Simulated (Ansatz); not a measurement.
## SiO2: single-point calculation

The run: single-point calculation of SiO2 (I-42d, 12 atoms in the cell). Method and program: DFT LDA, scalar-relativistic, plane waves, PAW, no spin polarisation (Ansatz 0.2.0).

The structure derives from an entry of the Crystallography Open Database. It belongs to a series of runs on one base structure; here: the relaxed cell repeated 2 times. Figures and captions count atoms from 1; the log counts them from 0 in places.

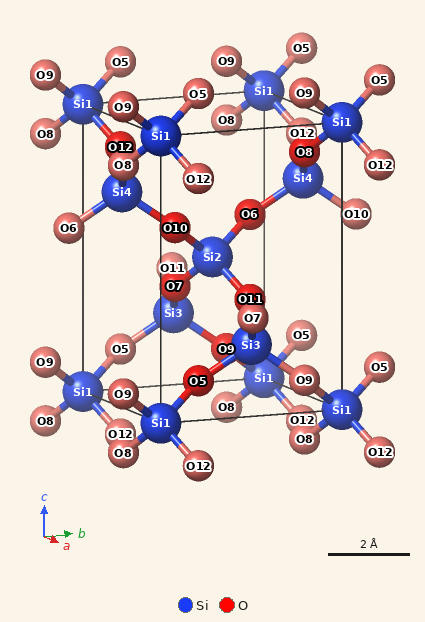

Fig. 1: The structure (ball-and-stick view of the cell of the calculation, seen slightly off an axis; neighbours outside the cell are drawn fainter; atoms are numbered from 1 in the order of the input). An atom can appear more than once, as a periodic image.

Key numbers

- outcome: converged
- space group (tolerance 0.01 Å): I-42d (122)
- electrons treated: 64
- free energy: −6890.7473 eV
- Fermi energy: 3.440 eV
- gap on the k-point mesh: 5.76 eV
- pressure: 0.00 GPa
- largest force (length of the vector): under 0.001 eV/Å
- hardware: 2 threads of Intel Xeon (Sapphire Rapids), 192 GiB of memory available, shared host
- wall time: 6.5 s (CPU time 12 s)
- peak memory: 0.43 GiB

The input
```yaml
crystal:
  lattice:
    - [0.0, -4.9249991347, 0.0]
    - [-4.9249991347, 0.0, 0.0]
    - [0.0, 0.0, -7.2873385958]
  atoms:
    - { symbol: Si, position: [0.0, 0.0, 0.0] }
    - { symbol: Si, position: [0.5, 0.5, 0.5] }
    - { symbol: Si, position: [0.0, 0.5, 0.25] }
    - { symbol: Si, position: [0.5, 1.0, 0.75] }
    - { symbol: O, position: [0.9007230206, 0.25, 0.125] }
    - { symbol: O, position: [0.4007230206, 0.75, 0.625] }
    - { symbol: O, position: [0.25, 0.4007230206, 0.375] }
    - { symbol: O, position: [0.75, 0.9007230206, 0.875] }
    - { symbol: O, position: [0.0992769794, 0.75, 0.125] }
    - { symbol: O, position: [0.5992769794, 0.25, 0.625] }
    - { symbol: O, position: [0.75, 0.5992769794, 0.375] }
    - { symbol: O, position: [0.25, 0.0992769794, 0.875] }
basis:
  ecutwfc: 420
kpoints:
  mp_grid: { grid: [4, 4, 4] }
hamiltonian:
  xc: lda
scf:
  occupations: { method: gaussian, width: 0.05 }
output:
  forces: true
  stress: true
  eigenvalues: true
  write_density: true
  write_potential: true
  elf: true
  volumetric_format: npy
```

Command:
```bash
ansatz run input.yaml --threads 2 --pin off --max-ram 5120MiB --backend cpu --events-out ev --progress --plain --runs-dir out
```

Log
```
Engine: ansatz 0.2.0, x86_64-unknown-linux-gnu
Pseudopotentials: kind: paw
Pseudopotential: Si, paw, valence charge 4, recommended cutoff 420 eV (normal), Si.paw.azcp
Pseudopotential: O, paw, valence charge 6, recommended cutoff 420 eV (normal), O.paw.azcp
Functional definition: SPW92
  exchange = slater_x
  correlation = pw_c
Crystal: 12 atoms, lattice volume = 176.759 Å³
Basis set: ecut = 420 eV, 3445 PW (Γ)
Bands: 44, of which v1, the nominal top of the filled ones, is band 32 counted from 1 (31 counted from 0)
Symmetry: 16 space group operations
Space group: I-42d (ITA 122), of the structure as read, at distance tolerance 5.6e-5 Å
k-points: 18 of 64 (time reversal used)
Non-local potential: Si, projectors of the file, l = 0: 2, l = 1: 2, l = 2: 2
Non-local potential: O, projectors of the file, l = 0: 2, l = 1: 2, l = 2: 1
PAW form: soft (Blöchl's): semilocal exchange-correlation on the pseudo side does not see the compensation charge
PAW frozen core: Si, regenerated for the run's functional, and the local potential with it (the file was generated under x = pbe(κ = 0.804, μ = 0.2195149727645171), c = pbe(β = 0.06672455060314922))
PAW frozen core: O, regenerated for the run's functional, and the local potential with it (the file was generated under x = pbe(κ = 0.804, μ = 0.2195149727645171), c = pbe(β = 0.06672455060314922))
PAW one-centre angular grid: Si, 110 points (default); XC on 64 Gauss nodes
PAW one-centre angular grid: O, 110 points (default); XC on 64 Gauss nodes
Initial density: superposition of atomic densities (neutral atoms: chi_scale 0, normalization atom), corrected by the library's trained network
Initial wavefunctions: pseudopotential atomic-orbital guess
Functional: x = slater, c = lda
SCF iter   1: F=—  HF=-6890.810108 eV  |F-HF|=—  |Δ(HF+E_count)|=         —  Δρ=1.17e-2  dr2=2.16e-1  ethr=1.77e-3  ⟨swp⟩=7.3  Hψ=4192  notcnv=0  defer=15
preconditioner: auto → Resta (q_TF=auto, 2.303 Å⁻¹)  ε∞=2.9  [insulator: Δε(μ)=5.609 eV  Ē_g=16.356 eV  σ=0.050 eV  W_gap=1.00  n_scr=36 (ndim 8)  ℏωp=22.3 eV  f_vac=0.246  D(μ)=0.00/eV (n_scr^D=0)  ε∞_Penn≈2.9]
SCF iter   2: F=—  HF=-6890.749462 eV  |F-HF|=—  |Δ(HF+E_count)|=   6.06e-2  Δρ=3.23e-3  dr2=5.82e-3  ethr=3.38e-4  ⟨swp⟩=2.4  Hψ=1491  notcnv=0  defer=97
SCF iter   3: F=—  HF=-6890.747862 eV  |F-HF|=—  |Δ(HF+E_count)|=   1.60e-3  Δρ=1.43e-3  dr2=1.98e-3  ethr=9.09e-6  ⟨swp⟩=2.3  Hψ=1208  notcnv=0  defer=97
SCF iter   4: F=—  HF=-6890.747338 eV  |F-HF|=—  |Δ(HF+E_count)|=   5.24e-4  Δρ=4.51e-4  dr2=2.41e-4  ethr=3.10e-6  ⟨swp⟩=1.0  Hψ=695  notcnv=0  defer=97
SCF iter   5: F=—  HF=-6890.747291 eV  |F-HF|=—  |Δ(HF+E_count)|=   4.69e-5  Δρ=6.76e-5  dr2=7.13e-6  ethr=3.77e-7  ⟨swp⟩=1.6  Hψ=895  notcnv=0  defer=97
SCF iter   6: F=—  HF=-6890.747299 eV  |F-HF|=—  |Δ(HF+E_count)|=   8.01e-6  Δρ=8.58e-6  dr2=8.96e-8  ethr=1.56e-10  ⟨swp⟩=14.7  Hψ=6489  notcnv=0
SCF iter   7: F=-6890.747299 eV  HF=-6890.747299 eV  |F-HF|=1.14e-9  |Δ(HF+E_count)|=   4.86e-8  Δρ=7.86e-7  dr2=7.76e-10  ethr=1.40e-10  ⟨swp⟩=6.2  Hψ=4693  notcnv=0
SCF 1 converged in 7 iterations: F = -6890.747299 eV  dr2 = 7.76e-10
  greatest PAW one-centre occupation: 0.858 electrons in one spin orbital (limit 2), on the O atom at site 11 (counted from 0), in its partial waves of l = 0
```

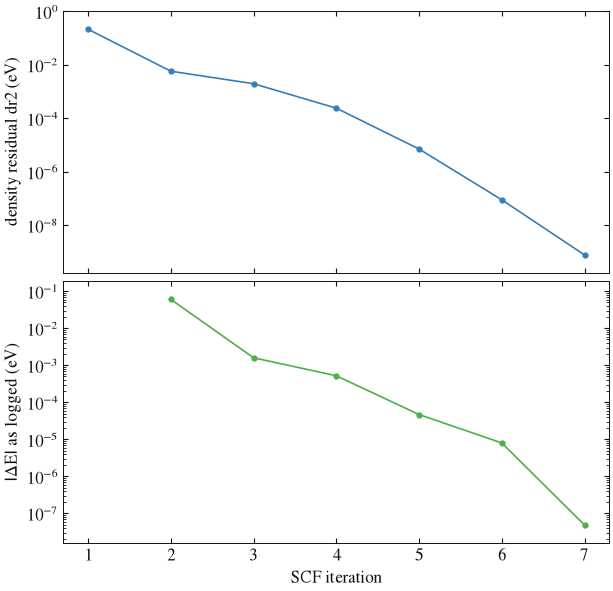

Fig. 2: Convergence of the self-consistent field: density residual dr2 and size of the energy change against the SCF iteration. The residual falls at every step.

```
SCF converged after 7 iterations
Free energy (F): -6890.747299 eV
Harris-Foulkes:  -6890.747299 eV  (|F-HF|=1.14e-9)
Internal energy: -6890.747299 eV  (E = F + TS)
E sigma→0 (E₀):  -6890.747299 eV
Fermi energy:    3.439890 eV
--- Per-component energies (eV) ---
  E_band       = -389.296995
  E_kinetic    = 1603.073256
  E_local      = -4660.467187  (includes V_loc(G=0)·N_el)
  E_nonlocal   = 502.610237
  E_hartree    = 1711.782221
  E_xc         = -803.070643
  E_vxc        = -939.757405  (∫ρ·V_xc dr)
  E_paw        = -3132.486672  (= ΣΔE_a)
  E_vpaw       = -318.342780  (= ΣTr[D̂ρ^β])
  E_aug_tail   = 0.021319  (compensation charges beyond the density's cutoff)
  E_ewald      = -2113.322525
  E_core_change = 1.112695  (= ΣΔE_core)
  E_smearing   = -0.000000  (= −TS)
  E_closure    = 0.000000  (closes the sum)
  Σ components = -6890.747299   (vs F -6890.747299, Δ=0.00e0)
--- Forces (eV/Å), atoms counted from 1 ---
  atom   1  Si    -0.00000000     0.00000000    -0.00000000
  atom   2  Si    -0.00000000     0.00000000    -0.00000000
  atom   3  Si     0.00000000     0.00000000     0.00000000
  atom   4  Si     0.00000000     0.00000000     0.00000000
  atom   5  O     -0.00000000    -0.00021164     0.00000000
  atom   6  O     -0.00000000    -0.00021164     0.00000000
  atom   7  O     -0.00021164    -0.00000000     0.00000000
  atom   8  O     -0.00021164    -0.00000000     0.00000000
  atom   9  O     -0.00000000     0.00021164    -0.00000000
  atom  10  O     -0.00000000     0.00021164    -0.00000000
  atom  11  O      0.00021164    -0.00000000    -0.00000000
  atom  12  O      0.00021164    -0.00000000    -0.00000000
  max |Σ_I F_I| component: 1.81e-17 eV/Å
--- Stress (GPa, compression-positive) ---
        0.011937       0.000000       0.000000
        0.000000       0.011937      -0.000000
        0.000000      -0.000000      -0.027011
  P = ⅓ Tr σ = -0.0010 GPa (-0.010 kbar)
--- Band table (eV; the first three rows and the last of 18) ---
  k-point 0: bands = ["-18.4481", "-17.4889", "-17.4889", "-16.3009", "-16.3009", "-16.2625", "-16.2625", "-16.1993", "-8.6891", "-6.5112", "-6.5112", "-5.0107", "-5.0107", "-4.7321", "-4.4056", "-4.4056", "-2.0295", "-1.9950", "-1.9950", "-1.5876", "-1.5628", "-1.5628", "-1.0566", "-1.0566", "-0.9983", "-0.9408", "-0.9408", "-0.1535", "0.2478", "0.2478", "0.5573", "0.5573", "6.3222", "9.1921", "9.2980", "9.2980", "10.6091", "10.6091", "11.1535", "11.1535", "11.2587", "12.1966", "12.1966", "12.2835"]
  k-point 1: bands = ["-18.3820", "-17.8820", "-17.0511", "-16.3179", "-16.2953", "-16.2953", "-16.2681", "-16.2681", "-8.5063", "-7.2984", "-5.7730", "-4.9356", "-4.9356", "-4.8478", "-4.5117", "-4.5117", "-1.9472", "-1.9460", "-1.8650", "-1.6484", "-1.4582", "-1.4582", "-1.3471", "-1.1766", "-1.1045", "-1.1045", "-0.5676", "-0.1786", "0.2788", "0.2788", "0.4974", "0.4974", "6.6310", "8.4479", "9.2872", "9.6230", "10.6460", "10.6460", "10.9938", "10.9938", "11.3161", "11.8478", "12.3715", "12.5048"]
  k-point 2: bands = ["-18.1885", "-18.1885", "-16.6319", "-16.6319", "-16.2818", "-16.2818", "-16.2818", "-16.2818", "-8.0060", "-8.0060", "-5.1980", "-5.1980", "-4.7387", "-4.7387", "-4.7387", "-4.7387", "-1.8049", "-1.8049", "-1.6983", "-1.6983", "-1.5504", "-1.5504", "-1.2535", "-1.2535", "-1.2535", "-1.2535", "-0.3036", "-0.3036", "0.3730", "0.3730", "0.3730", "0.3730", "7.4327", "7.4327", "9.5050", "9.5050", "10.7717", "10.7717", "10.7717", "10.7717", "11.5137", "11.5137", "12.4802", "12.4802"]
  k-point 17: bands = ["-17.4969", "-17.4969", "-17.4969", "-17.4969", "-16.2797", "-16.2797", "-16.2797", "-16.2797", "-6.6812", "-6.6812", "-6.6812", "-6.6812", "-4.3769", "-4.3769", "-4.3769", "-4.3769", "-2.2569", "-2.2569", "-2.2569", "-2.2569", "-1.3095", "-1.3095", "-1.3095", "-1.3095", "-0.4572", "-0.4572", "-0.4572", "-0.4572", "0.1236", "0.1236", "0.1236", "0.1236", "9.9106", "9.9106", "9.9106", "9.9106", "9.9567", "9.9567", "9.9567", "9.9567", "11.7166", "11.7166", "11.7166", "11.7166"]
```

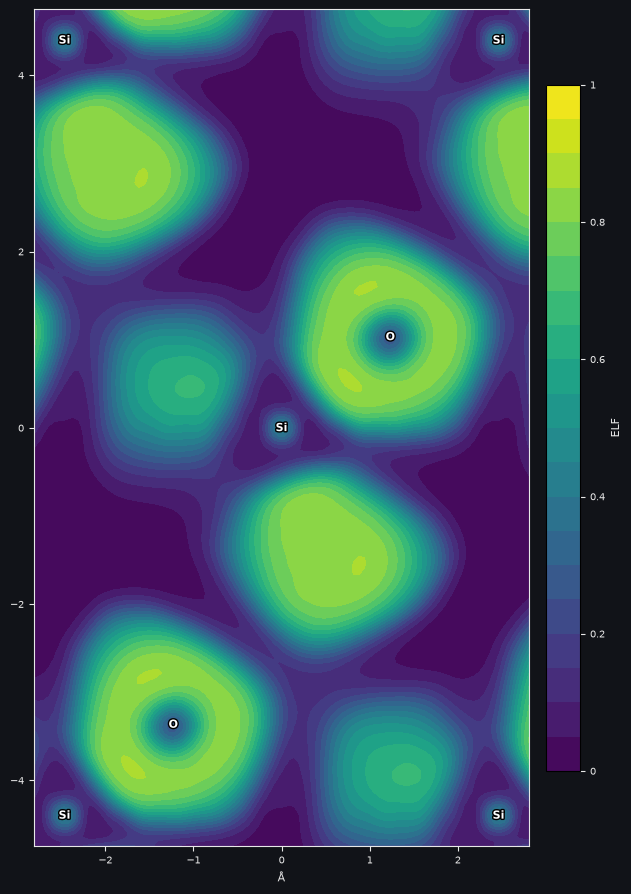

Fig. 3: Electron localisation function on the (011) plane of the conventional cell. The section cuts through Si and O sites. In a PAW calculation such maps are meaningful between the atoms, not at the nuclei.

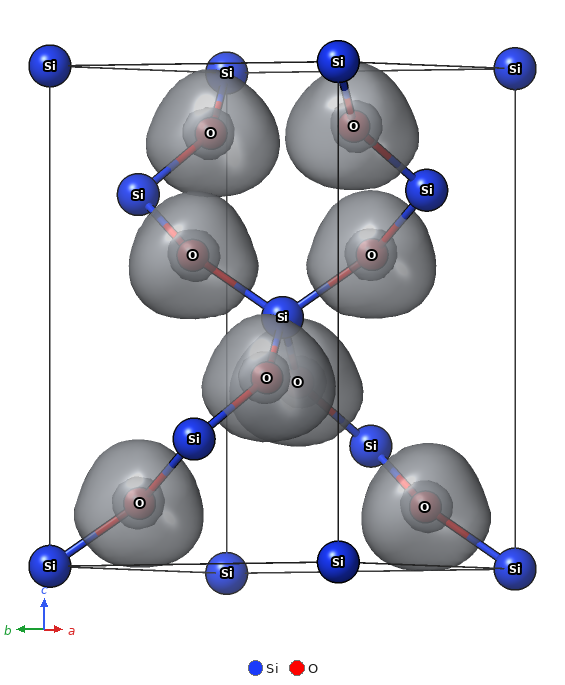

Fig. 4: Isosurface of the electron localisation function at 0.7 (grey), seen at an oblique angle. Only the valence region is drawn (cores and ρ < 0.01 e/Å³ removed). Sticks mark near contacts. The outline is the cell set on symmetry axes. Profiles from the grid: Si–O (1.61 Å): the ELF peaks at about 0.85 between the atoms (a shared but strongly polarised pair).
